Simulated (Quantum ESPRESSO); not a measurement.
## A series of single points on Ga

System: Ga (2 atoms in the cell).
Method: Kohn-Sham DFT of a periodic cell, PBEsol, GBRV 1.5 PBEsol, no spin polarisation (Quantum ESPRESSO 7.5).

The 7 runs differ only in the geometry, by an even scaling of the cell at fixed fractional positions. The structure derives from a Materials Project entry.

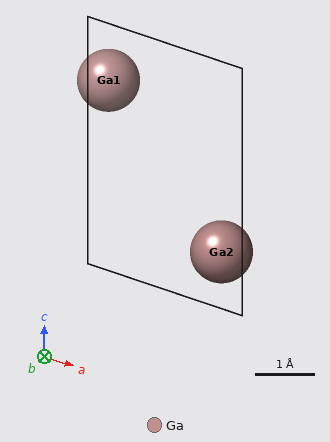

Figure 1. The structure of run 4 (ball-and-stick view of the cell of the calculation, along the b axis; atoms are numbered from 1 in the order of the input). An atom can appear more than once, as a periodic image.

### Input of run 4
```
&CONTROL
  calculation = 'scf'
  prefix = 'pwscf'
  outdir = './tmp'
  pseudo_dir = './pseudo'
  tprnfor = .true.
  tstress = .true.
  disk_io = 'low'
/
&SYSTEM
  ibrav = 0
  celldm(1) = 8
  nat = 2
  ntyp = 1
  ecutwfc = 56
  ecutrho = 448
  nbnd = 27
  occupations = 'smearing'
  smearing = 'fd'
  degauss = 0.00367493
/
&ELECTRONS
  conv_thr = 4d-10
  electron_maxstep = 120
  mixing_beta = 0.5
/
ATOMIC_SPECIES
Ga    69.7230 ga_pbesol_v1.4.uspp.F.UPF
CELL_PARAMETERS alat
  0.6563070998841   0.0000000000000   0.0000000000000
  0.0000000000000   0.7751677326581   0.0000000000000
 -0.3173396054574   0.0000000000000   0.9425654332059
ATOMIC_POSITIONS crystal
Ga     0.1345962700    0.7500000000    0.7701668300
Ga     0.8654037300    0.2500000000    0.2298331700
K_POINTS automatic
10 8 7 0 0 0
```

### File pp_density.in of run 4
```
&INPUTPP
  prefix = 'pwscf'
  outdir = './tmp'
  filplot = 'density.dat'
  plot_num = 0
/
&PLOT
  nfile = 1
  filepp(1) = 'density.dat'
  iflag = 3
  output_format = 6
  fileout = 'density.cube'
/
```

### File pp_potential.in of run 4
```
&INPUTPP
  prefix = 'pwscf'
  outdir = './tmp'
  filplot = 'potential.dat'
  plot_num = 11
/
&PLOT
  nfile = 1
  filepp(1) = 'potential.dat'
  iflag = 3
  output_format = 6
  fileout = 'potential.cube'
/
```

Command:
```bash
OMP_NUM_THREADS=1 mpirun -n 2 pw.x -nk 2 -in pw.in > pw.out
OMP_NUM_THREADS=1 mpirun -n 1 pp.x -in pp_density.in > pp_density.out
OMP_NUM_THREADS=1 mpirun -n 1 pp.x -in pp_potential.in > pp_potential.out
```

Lattice vectors (Å) and fractional positions of run 4:
```
   2.778422    0.000000    0.000000
   0.000000    3.281609    0.000000
  -1.343431    0.000000    3.990273
Ga  0.134596  0.750000  0.770167
Ga  0.865404  0.250000  0.229833
```

Run 2 has the same physical settings and fractional positions; its lattice vectors (Å) are:
```
   2.740871    0.000000    0.000000
   0.000000    3.237257    0.000000
  -1.325274    0.000000    3.936344
```

### Results, with one run withheld

| run | volume per atom (Å³) | free energy per atom, from the lowest run given (meV) | pressure (GPa) |
| --- | --- | --- | --- |
| 1 | 17.100 | 9.69 | 3.58 |
| 2 | 17.463 | ? | ? |
| 3 | 17.827 | 0.14 | 0.59 |
| 4 | 18.191 | 0.00 | −0.63 |
| 5 | 18.555 | 2.46 | −1.70 |
| 6 | 18.919 | 7.24 | −2.69 |
| 7 | 19.283 | 14.14 | −3.58 |

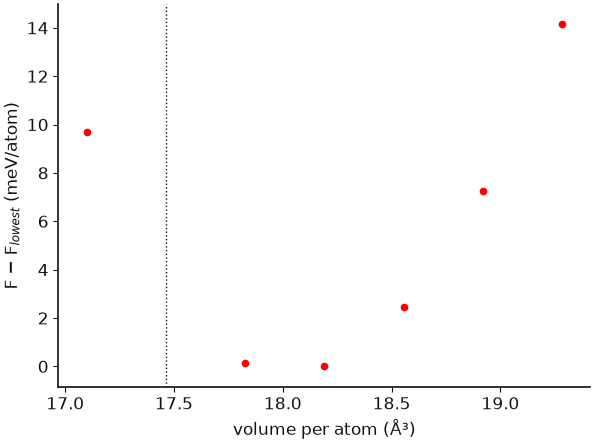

Figure 2. Free energy per atom of the runs given; the dotted line marks run 2.

Fit the runs given and predict run 2.

A cubic polynomial in V^(−2/3) (the Birch–Murnaghan form), fitted to the 6 runs given, misses them by at most 0.02 meV per atom. With x = V^(−2/3) − 0.14406 Å⁻², it reads F = 0.40501 − 992.43 x + 3.5662e+05 x² + 1.0194e+06 x³ (meV per atom). At run 2 it gives 3.27 meV per atom, and the run itself gives 3.25. The slope of the fit gives a pressure −dF/dV of 2.08 GPa there, and the run prints 1.98 GPa. The two needn't agree exactly: the fit is approximate, and the printed stress is taken on a finite basis. The fit has its minimum at 18.029 Å³ per atom, where V d²F/dV² gives 60.3 GPa. Cell shape and fractional positions are held, so this is the stiffness under even scaling; the relaxed bulk modulus wasn't computed.

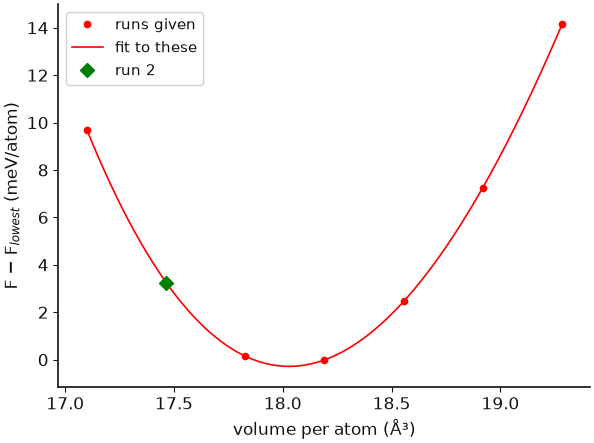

Figure 3. The fit and the withheld run.

### Some lines of the output (run 2)
```
[...]
     total energy              =    -821.21501546 Ry
     total energy              =    -829.76815248 Ry
     total energy              =    -829.85885461 Ry
     total energy              =    -829.98592962 Ry
     total energy              =    -829.98703425 Ry
     total energy              =    -829.98704986 Ry
     total energy              =    -829.98708878 Ry
     total energy              =    -829.98709299 Ry
     total energy              =    -829.98709314 Ry
     the Fermi energy is    12.1279 ev
!    total energy              =    -829.98709314 Ry
     The total energy is F=E-TS. E is the sum of the following terms:
     Computing stress (Cartesian axis) and pressure
          total   stress  (Ry/bohr**3)                   (kbar)     P=       19.85
```
